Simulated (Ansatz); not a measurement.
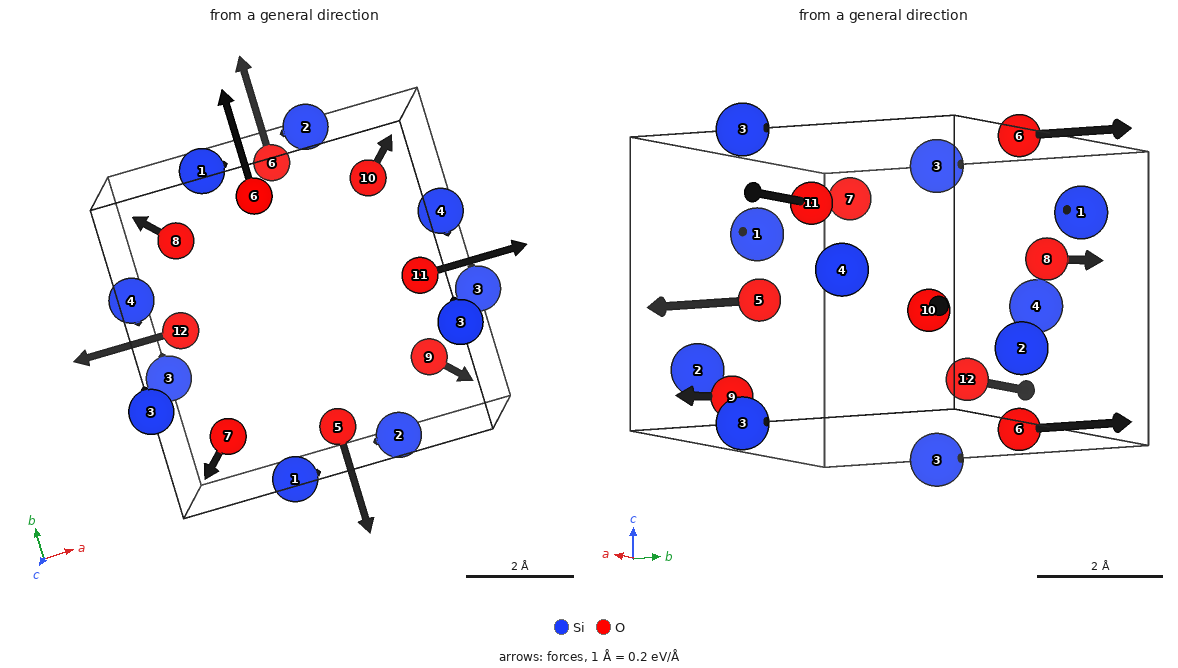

A spheres-only rendering, viewed from two general directions. The lines enclose the simulation cell; boundary atoms appear with their images. The arrows are the computed forces on the atoms.

System: SiO2. Setup: DFT r2SCAN, scalar-relativistic, plane waves, PAW in Ansatz 0.2.0; a 500 eV plane-wave basis, a 4×4×6 mesh of k-points, Gaussian smearing of 0.02 eV, no spin polarisation.

Question: Judging by the arrows, is the geometry relaxed?

Answer: No. The atoms still feel forces of up to about 0.36 eV/Å, far above a usual threshold of 0.01 to 0.03 eV/Å.

Question: Which atom is furthest from force balance?

Answer: O5, O6, O11 and O12, about 0.36 eV/Å.

The structure comes from a structure type filled with these elements by a generator (whether the compound takes this form wasn't checked). Earlier steps of the study may have refined or changed the cell and positions. An electronic-structure calculation with Ansatz was run on it.
